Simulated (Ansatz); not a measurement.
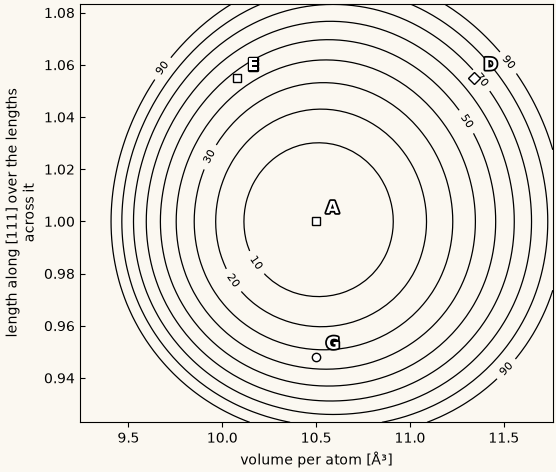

SiC (F-43m, No. 216; 2 atoms in the cell). The energy is mapped over volume and the cell's shape. First axis: volume per atom. Second axis: length along [111] over the lengths across it, relative to the cubic cell. Nothing is relaxed (fractional coordinates fixed). Grid: 7 × 7 points. Points are written as (first, second). Energies: meV/atom, counted from the lowest grid point. All numbers below come from DFT PBE, scalar-relativistic, plane waves, PAW (Ansatz 0.2.0). Settings: cutoff 520 eV, k-mesh 12×12×12, gaussian smearing 0.05 eV, no spin polarisation.

The picture shows contour lines labelled in meV/atom (none above 90), lettered points. Between grid points the surface is interpolated.

**Is G the lowest point of the computed grid?**

No. G lies 34 meV/atom above the lowest grid point, which is at (10.50 Å³, 1.000).

**Rank the lettered points by energy, lowest first.**

A (0 meV/atom), G (34 meV/atom), E (46 meV/atom), D (67 meV/atom).

PAW datasets: the set soft_1.
